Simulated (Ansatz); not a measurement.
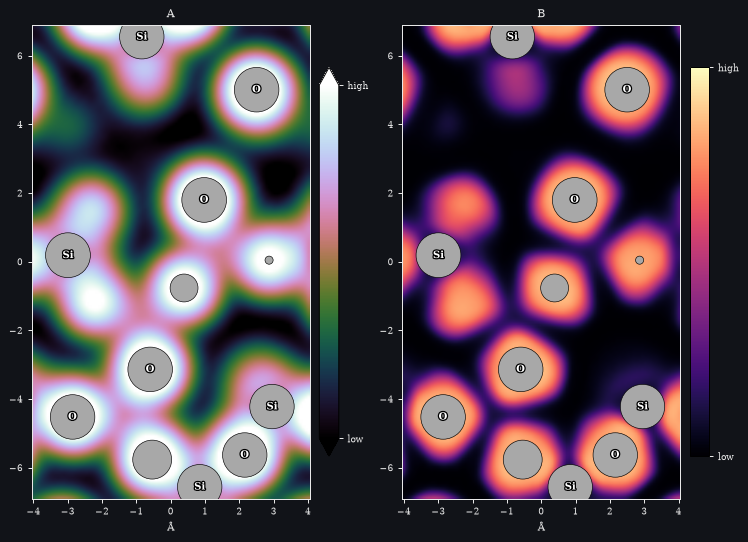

Si$_{12}$O$_{23}$ (cell with a defect): 2 fields on the (011̄) plane of the calculation cell, with unlabelled colour scales. Grey discs cover the atomic cores.

PAW files of the earlier set (soft_1).

These are results of DFT PBE-D3(BJ), scalar-relativistic, plane waves, PAW (Ansatz 0.2.0), not measurements.

> The panels show electron localisation function and valence pseudo-density in some order. Assign them.

Panel A: valence pseudo-density. Panel B: electron localisation function. From the grid: Si–O (1.62 Å): the density is about 1.2 e/Å³ at the midpoint; the ELF peaks at about 0.85 between the atoms (a short, strongly polar bond).
